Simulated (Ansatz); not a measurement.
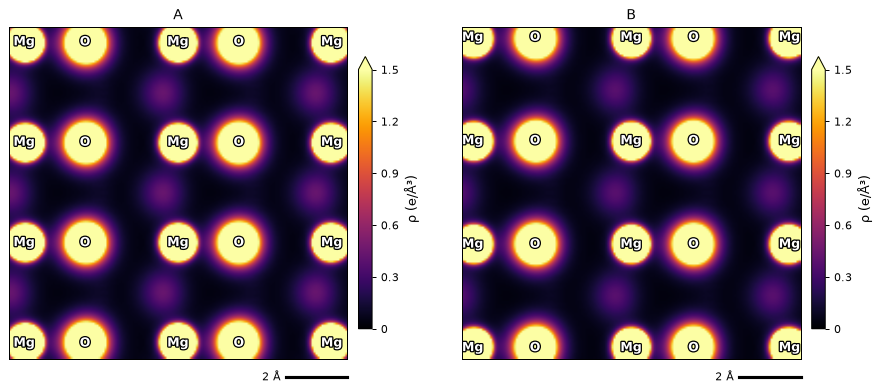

MgO. The valence electron density of two cells that differ in size, on the (11̄0) plane of each (indices in the axes of the calculation cell), at one length scale and on one colour scale: B has 12.5 Å³ an atom and A 11.4.

Space group P6₃mc; started from the wurtzite prototype, which need not be the ambient phase.

Theory: Ansatz 0.2.0, DFT, HSE06, plane waves, PAW.

The larger cell:

```xyz
4
Lattice="3.3540 0.0000 0.0000 -1.6770 2.9046 0.0000 0.0000 0.0000 5.1351" Properties=species:S:1:pos:R:3 pbc="T T T"
Mg    0.0000    1.9364    5.0882
Mg    1.6770    0.9682    2.5207
O     0.0000    1.9364    1.9725
O     1.6770    0.9682    4.5400
```

The smaller cell: a = 3.255 Å, b = 3.255 Å, c = 4.984 Å, α = 90.00°, β = 90.00°, γ = 120.00°.

> What changes from the larger cell to the smaller?

From the larger cell to the smaller, Mg–O goes from 2.02 to 1.97 Å, and the density at its midpoint from 0.41 to 0.47 e/Å³; the pressure goes from −7 to 4.1 GPa; the Kohn–Sham gap goes from 4.8 eV to 5.3 eV.
